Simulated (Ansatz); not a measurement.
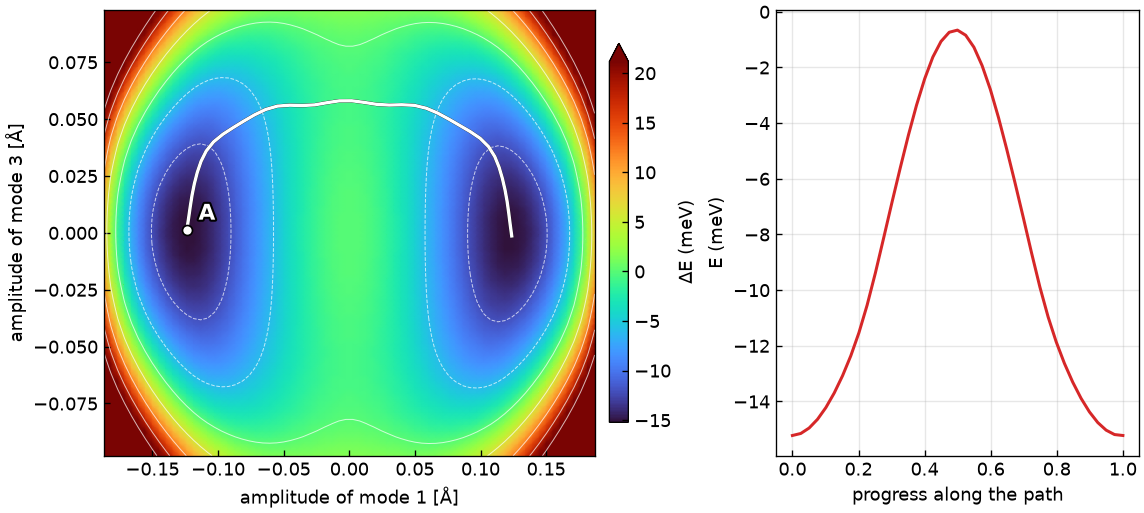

SnO₂ (R3m, No. 160; 12 atoms in the cell). The energy is mapped over two normal modes frozen in (zone-centre modes of the 12-atom cell of this scan). The first coordinate is: amplitude of mode 1 (109i cm⁻¹), largest displacement; the second: amplitude of mode 3 (40i cm⁻¹), largest displacement. Nothing is relaxed (the cell and all other modes fixed). The scan uses an 11 × 11 grid; 61 points were computed and 60 follow by symmetry. Points are written as (first, second). Energies are in meV per cell, from the relaxed high-symmetry cell. Method: Ansatz, DFT LDA+D3(BJ), scalar-relativistic, plane waves, PAW. Settings: cutoff 520 eV, k-mesh 6×6×6, gaussian smearing 0.05 eV, no spin polarisation.

Drawn: a smooth colour map with a few white contour lines, a line along the lowest path, one colour for all values above the top of the scale, the energy along the path at the right, the start A. Between grid points the surface is interpolated.

Q: Describe the path and its barrier.

A: The easiest path leads from the well at about (−0.12 Å, 0.00 Å) to a well of about the same depth at about (0.12 Å, 0.00 Å). Its highest point lies about 15 meV above the bottom of the first well on the interpolated surface, at (0.000 Å, 0.059 Å). This is the barrier on the constrained surface; relaxing the other coordinates would change it.

PAW datasets: the set soft_1.
